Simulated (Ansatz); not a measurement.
**From Mo to Ru**

System: Mo (P6₃/mmc, 2 atoms in the cell).
Method of run A: DFT PBE, scalar-relativistic, plane waves, PAW, no spin polarisation (Ansatz 0.2.0).
System of run B: Ru (P6₃/mmc, 2 atoms in the cell).

On run A: The structure was made by swapping elements on the sites of another compound; it need not be a known phase. On run B: The structure derives from a Materials Project entry. Text and figures count atoms from 1; the logs count them from 0 in places.

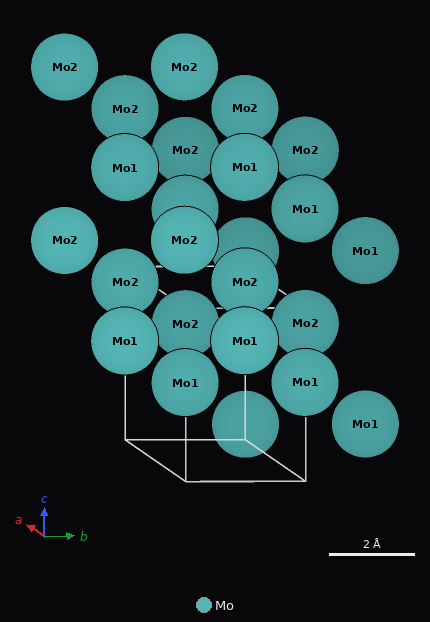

Figure 1. The starting structure (spheres-only view of the cell of the calculation, repeated 3 × 2 × 2, seen at an oblique angle; atoms are numbered from 1 in the order of the input).

## Input, run A
```yaml
crystal:
  lattice:
    - [2.8213302151, 0.0, 0.0]
    - [-1.4106651075, 2.4433436387, 0.0]
    - [0.0, 0.0, 4.456846956]
  atoms:
    - { symbol: Mo, position: [0.3333333333, 0.6666666667, 0.25] }
    - { symbol: Mo, position: [0.6666666667, 0.3333333333, 0.75] }
basis:
  ecutwfc: 420
kpoints:
  mp_grid: { grid: [12, 12, 4] }
hamiltonian:
  xc: pbe
scf:
  occupations: { method: gaussian, width: 0.1 }
output:
  forces: true
  stress: true
  eigenvalues: true
relax:
  adjacent_minimum: "off"
  f_tol: 0.05
  max_steps: 60
  cell: { stress_tol: 0.5 }
```

Command:
```bash
ansatz run input.yaml --threads 1 --pin off --max-ram 2560MiB --backend cpu --events-out ev --progress --plain --runs-dir out
```

Hardware: 1 thread of Intel Xeon (Sapphire Rapids), 192 GiB of memory available, shared host.

## Output, shortened to warnings, some set-up lines, iterations and results (run A)
```
Basis set: ecut = 420 eV, 603 PW (Γ), exchange–correlation on 40×40×60 points (8 copies of the dense FFT grid, shifted against one another)
Symmetry: 24 space group operations
k-points: 57 of 576
Initial density: superposition of atomic densities (neutral atoms: chi_scale 0, normalization atom), corrected by the library's trained network
[...]
SCF iter   1: F=—  HF=-9911.068089 eV  |F-HF|=—  |Δ(HF+E_count)|=         —  Δρ=9.56e-3  dr2=2.24e-2  ethr=1.77e-3  ⟨swp⟩=5.2  Hψ=4566  notcnv=0
SCF iter   2: F=—  HF=-9911.063963 eV  |F-HF|=—  |Δ(HF+E_count)|=   4.13e-3  Δρ=5.73e-3  dr2=8.15e-3  ethr=7.99e-5  ⟨swp⟩=1.0  Hψ=1483  notcnv=0
SCF iter   3: F=—  HF=-9911.061923 eV  |F-HF|=—  |Δ(HF+E_count)|=   2.04e-3  Δρ=3.89e-4  dr2=2.27e-5  ethr=2.91e-5  ⟨swp⟩=2.0  Hψ=1362  notcnv=0
SCF iter   4: F=—  HF=-9911.061891 eV  |F-HF|=—  |Δ(HF+E_count)|=   3.22e-5  Δρ=8.21e-5  dr2=1.19e-6  ethr=8.12e-8  ⟨swp⟩=2.1  Hψ=1463  notcnv=0
SCF iter   5: F=-9911.061891 eV  HF=-9911.061891 eV  |F-HF|=1.64e-10  |Δ(HF+E_count)|=   4.69e-7  Δρ=1.58e-5  dr2=4.22e-8  ethr=4.25e-9  ⟨swp⟩=2.0  Hψ=1836  notcnv=0
[... 70 lines ...]
SCF iter   4: F=-9911.196581 eV  HF=-9911.196581 eV  |F-HF|=3.82e-11  |Δ(HF+E_count)|=   2.05e-9  Δρ=6.86e-7  dr2=8.51e-11  ethr=8.83e-12  ⟨swp⟩=2.5  Hψ=1795  notcnv=0
SCF iter   5: F=-9911.196581 eV  HF=-9911.196581 eV  |F-HF|=3.64e-12  |Δ(HF+E_count)|=  5.09e-11  Δρ=1.13e-7  dr2=2.72e-12  ethr=1.00e-12  ⟨swp⟩=1.0  Hψ=1026  notcnv=0
SCF iter   6: F=-9911.196581 eV  HF=-9911.196581 eV  |F-HF|=1.82e-12  |Δ(HF+E_count)|=  1.82e-12  Δρ=1.59e-8  dr2=4.05e-14  ethr=1.00e-12  ⟨swp⟩=1.0  Hψ=2280  notcnv=0
SCF 10 converged in 6 iterations: F = -9911.196581 eV  dr2 = 4.05e-14
relax step  10: F+E_penalty+E_count = -9911.19658127 eV  Δ(F+E_penalty+E_count) = -9.124e-4 eV  max|allowed force component| = 2.082e-17 eV/Å  Δτ_max = 0.0000 Å  P = +0.028 …
basis re-selected at this cell: Δ(F+E_penalty+E_count) = -9.124e-4 eV, ΔP = +0.048 GPa vs the last step (what re-selecting the basis moved, of the pressure what is left beyond the Pulay correction that the steps carried, after the strain that the cell walked since its last selection, with what the …
SCF converged after 6 iterations
Free energy (F): -9911.196581 eV
Harris-Foulkes:  -9911.196581 eV  (|F-HF|=1.82e-12)
Internal energy: -9911.185399 eV  (E = F + TS)
E sigma→0 (E₀):  -9911.190990 eV
Entropy (-TS):   -0.011182 eV (-5.591 meV/atom)
Fermi energy:    20.088341 eV
--- Per-component energies (eV) ---
  E_band       = -126.256502
  E_kinetic    = 881.614180
  E_local      = -1624.733303  (includes V_loc(G=0)·N_el)
  E_nonlocal   = 286.368441
  E_hartree    = 538.022370
  E_xc         = -366.497416
  E_vxc        = -457.379274  (∫ρ·V_xc dr)
  E_paw        = -6402.713840  (= ΣΔE_a)
  E_vpaw       = -288.171371  (= ΣTr[D̂ρ^β])
  E_aug_tail   = 0.000085  (compensation charges beyond the density's cutoff)
  E_ewald      = -3223.245917
  E_smearing   = -0.011182  (= −TS)
  E_closure    = -0.000000  (closes the sum)
  Σ components = -9911.196581   (vs F -9911.196581, Δ=0.00e0)
--- Forces (eV/Å), atoms counted from 1 ---
  atom   1  Mo     0.00000000    -0.00000000     0.00000000
  atom   2  Mo    -0.00000000     0.00000000    -0.00000000
  max |Σ_I F_I| component: 4.63e-18 eV/Å
--- Stress (GPa, compression-positive) ---
       -0.004515      -0.000000       0.000000
       -0.000000      -0.004515       0.000000
        0.000000       0.000000       0.094029
  P = ⅓ Tr σ = 0.0283 GPa (0.283 kbar)
--- Relaxed structure (9 steps of the walk, 8 accepted, 1 SCFs on fresh bases) ---
  F+E_penalty+E_count = -9911.19658127 eV   max|allowed force component| = 2.082e-17 eV/Å   (the final SCF, on the basis selected at the relaxed cell)
  cell:  # Å, volume = 32.2200 Å³
    - [2.748132401441274, -2.811850392525292e-11, -2.5517363779947593e-33]
    - [-1.3740662006962854, 2.379952472625338, 3.7439207593126977e-34]
    - [-4.0309703727894525e-33, -1.2789481069473616e-33, 4.926281812388691]
  atoms:
[...]
```

The input of run B differs as follows (lines with − go, lines with + come):
```diff
-    - [2.8213302151, 0.0, 0.0]
-    - [-1.4106651075, 2.4433436387, 0.0]
-    - [0.0, 0.0, 4.456846956]
+    - [2.7078263433, 0.0, 0.0]
+    - [-1.3539131716, 2.3450464023, 0.0]
+    - [0.0, 0.0, 4.26810178]
-    - { symbol: Mo, position: [0.3333333333, 0.6666666667, 0.25] }
-    - { symbol: Mo, position: [0.6666666667, 0.3333333333, 0.75] }
+    - { symbol: Ru, position: [0.33333333, 0.66666667, 0.25] }
+    - { symbol: Ru, position: [0.66666667, 0.33333333, 0.75] }
-  mp_grid: { grid: [12, 12, 4] }
+  mp_grid: { grid: [18, 18, 10] }
-  f_tol: 0.05
-  max_steps: 60
-  cell: { stress_tol: 0.5 }
+  f_tol: 0.005
+  max_steps: 80
+  cell: { stress_tol: 0.05 }
```

What does this change do to the results?

The total energies belong to different systems, so their difference says nothing on which is more stable or more accurate. The volume per atom goes from 16.11 to 13.77 Å³. The SCF takes 33 iterations over all geometry steps against 60. The irreducible k-points go from 57 to 222. On the same kind of shared host run B took about 1.7 times as long.

## Output, shortened to warnings, some set-up lines, iterations and results (run B)
```
Basis set: ecut = 420 eV, 537 PW (Γ), exchange–correlation on 40×40×60 points (8 copies of the dense FFT grid, shifted against one another)
Symmetry: 24 space group operations
k-points: 222 of 3240
Initial density: superposition of atomic densities (neutral atoms: chi_scale 0, normalization atom), corrected by the library's trained network
[...]
SCF iter   1: F=—  HF=-11757.369855 eV  |F-HF|=—  |Δ(HF+E_count)|=         —  Δρ=6.55e-3  dr2=2.28e-3  ethr=1.77e-3  ⟨swp⟩=5.0  Hψ=17136  notcnv=0
SCF iter   2: F=—  HF=-11757.372405 eV  |F-HF|=—  |Δ(HF+E_count)|=   2.55e-3  Δρ=3.87e-3  dr2=8.36e-4  ethr=7.14e-6  ⟨swp⟩=2.0  Hψ=9688  notcnv=0
SCF iter   3: F=—  HF=-11757.373500 eV  |F-HF|=—  |Δ(HF+E_count)|=   1.10e-3  Δρ=2.72e-4  dr2=3.37e-6  ethr=2.61e-6  ⟨swp⟩=2.1  Hψ=6019  notcnv=0
SCF iter   4: F=—  HF=-11757.373469 eV  |F-HF|=—  |Δ(HF+E_count)|=   3.13e-5  Δρ=1.07e-4  dr2=6.33e-7  ethr=1.05e-8  ⟨swp⟩=2.0  Hψ=7972  notcnv=0
SCF iter   5: F=—  HF=-11757.373470 eV  |F-HF|=—  |Δ(HF+E_count)|=   7.96e-7  Δρ=3.07e-5  dr2=1.77e-7  ethr=1.98e-9  ⟨swp⟩=2.0  Hψ=7962  notcnv=0
[... 33 lines ...]
SCF iter   7: F=-11757.380337 eV  HF=-11757.380337 eV  |F-HF|=5.46e-12  |Δ(HF+E_count)|=  3.64e-12  Δρ=4.71e-9  dr2=1.08e-15  ethr=1.00e-12  ⟨swp⟩=1.0  Hψ=4440  notcnv=0
SCF iter   8: F=-11757.380337 eV  HF=-11757.380337 eV  |F-HF|=0.00e0  |Δ(HF+E_count)|=  3.64e-12  Δρ=8.92e-10  dr2=9.28e-17  ethr=1.00e-12  ⟨swp⟩=1.0  Hψ=4440  notcnv=0
SCF iter   9: F=-11757.380337 eV  HF=-11757.380337 eV  |F-HF|=0.00e0  |Δ(HF+E_count)|=    0.00e0  Δρ=1.09e-10  dr2=1.46e-18  ethr=1.00e-12  ⟨swp⟩=2.0  Hψ=11039  notcnv=0
SCF 5 converged in 9 iterations: F = -11757.380337 eV  dr2 = 1.46e-18
relax step   5: F+E_penalty+E_count = -11757.38033691 eV  Δ(F+E_penalty+E_count) = -1.826e-4 eV  max|allowed force component| = 3.701e-17 eV/Å  Δτ_max = 0.0000 Å  P = -0.006 …
basis re-selected at this cell: Δ(F+E_penalty+E_count) = -1.826e-4 eV, ΔP = -0.011 GPa vs the last step (what re-selecting the basis moved, of the pressure what is left beyond the Pulay correction that the steps carried, after the strain that the cell walked since its last selection, with what the …
SCF converged after 9 iterations
Free energy (F): -11757.380337 eV
Harris-Foulkes:  -11757.380337 eV  (|F-HF|=0.00e0)
Internal energy: -11757.371024 eV  (E = F + TS)
E sigma→0 (E₀):  -11757.375681 eV
Entropy (-TS):   -0.009313 eV (-4.656 meV/atom)
Fermi energy:    23.123245 eV
--- Per-component energies (eV) ---
  E_band       = -117.366592
  E_kinetic    = 1027.725070
  E_local      = -2544.309244  (includes V_loc(G=0)·N_el)
  E_nonlocal   = 685.826684
  E_hartree    = 817.416052
  E_xc         = -381.015745
  E_vxc        = -478.348481  (∫ρ·V_xc dr)
  E_paw        = -6921.305950  (= ΣΔE_a)
  E_vpaw       = -443.092347  (= ΣTr[D̂ρ^β])
  E_aug_tail   = -0.000378  (compensation charges beyond the density's cutoff)
  E_ewald      = -4441.707512
  E_smearing   = -0.009313  (= −TS)
  E_closure    = -0.000000  (closes the sum)
  Σ components = -11757.380337   (vs F -11757.380337, Δ=0.00e0)
--- Forces (eV/Å), atoms counted from 1 ---
  atom   1  Ru     0.00000000    -0.00000000    -0.00000000
  atom   2  Ru    -0.00000000     0.00000000     0.00000000
  max |Σ_I F_I| component: 1.39e-17 eV/Å
--- Stress (GPa, compression-positive) ---
       -0.006807       0.000000       0.000000
       -0.000000      -0.006807      -0.000000
        0.000000      -0.000000      -0.004315
  P = ⅓ Tr σ = -0.0060 GPa (-0.060 kbar)
--- Relaxed structure (4 steps of the walk, 4 accepted, 1 SCFs on fresh bases) ---
  F+E_penalty+E_count = -11757.38033691 eV   max|allowed force component| = 3.701e-17 eV/Å   (the final SCF, on the basis selected at the relaxed cell)
  cell:  # Å, volume = 27.5302 Å³
    - [2.719996739888228, -2.899724612018081e-11, -5.617535923438148e-19]
    - [-1.3599983699190017, 2.355586274968558, 2.808767961667214e-19]
    - [-8.854413848783685e-19, 7.297514718246974e-34, 4.296770766360187]
  atoms:
    - { symbol: Ru, position: [0.33333333333333337, 0.6666666666666666, 0.25] }
    - { symbol: Ru, position: [0.6666666666666666, 0.3333333333333333, 0.75] }
```

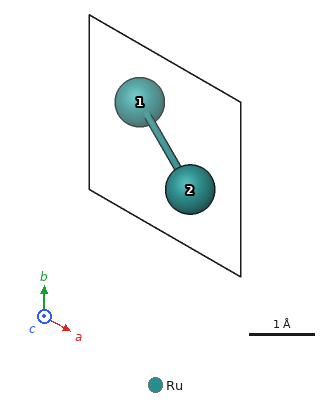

Figure 2. The input structure of run B (ball-and-stick view of the cell of the calculation, along the c axis; atoms are numbered from 1 in the order of the input).

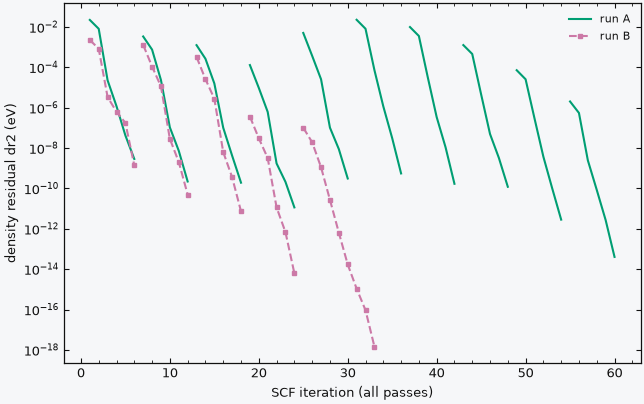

Figure 3. Convergence of the two runs: density residual dr2 against the SCF iteration. A break in a curve parts two SCF passes. Run A takes 60 iterations in all, and run B takes 33.

## The two runs side by side

| quantity | run A | run B |
| --- | --- | --- |
| outcome | converged | converged |
| free energy per atom (eV) | −4955.5983 | −5878.6902 |
| energy per atom, smearing taken to zero (eV) | −4955.5955 | −5878.6878 |
| gap on the mesh (eV) | 0.00 | 0.00 |
| pressure (GPa) | 0.03 | −0.01 |
| volume per atom (Å³) | 16.11 | 13.77 |
| largest force (eV/Å) | 0.000 | 0.000 |
| SCF iterations | 60 | 33 |
| irreducible k-points | 57 | 222 |
| wall time (shared host) | 17 s | 29 s |
